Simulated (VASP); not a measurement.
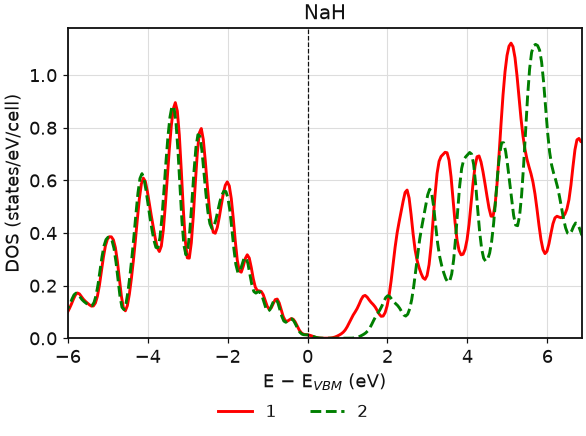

Total densities of states of NaH, space group P4/mmm, 2 atoms in the cell, CsCl type, biaxial (xy) strain −2.5%, by two methods on the same cell. The curves are built from the levels of the k mesh with Gaussians 0.3 eV wide, which also blur the band edges. Each is counted from its own valence-band top.

Q: Which curve is which? The methods: r2SCAN (VASP), PBE (VASP).

A: 1 is PBE (VASP); 2 is r2SCAN (VASP). PBE (VASP) gives a gap of 0.87 eV and r2SCAN (VASP) gives a gap of 1.45 eV.

Settings. PBE (VASP): DFT, PBE, plane waves, PAW, 8×8×8 k mesh, 520 eV cutoff, Fermi-Dirac smearing of 0.02 eV (VASP). r2SCAN (VASP): DFT, r2SCAN, plane waves, PAW, 8×8×8 k mesh, 520 eV cutoff, Gaussian smearing of 0.01 eV (VASP).
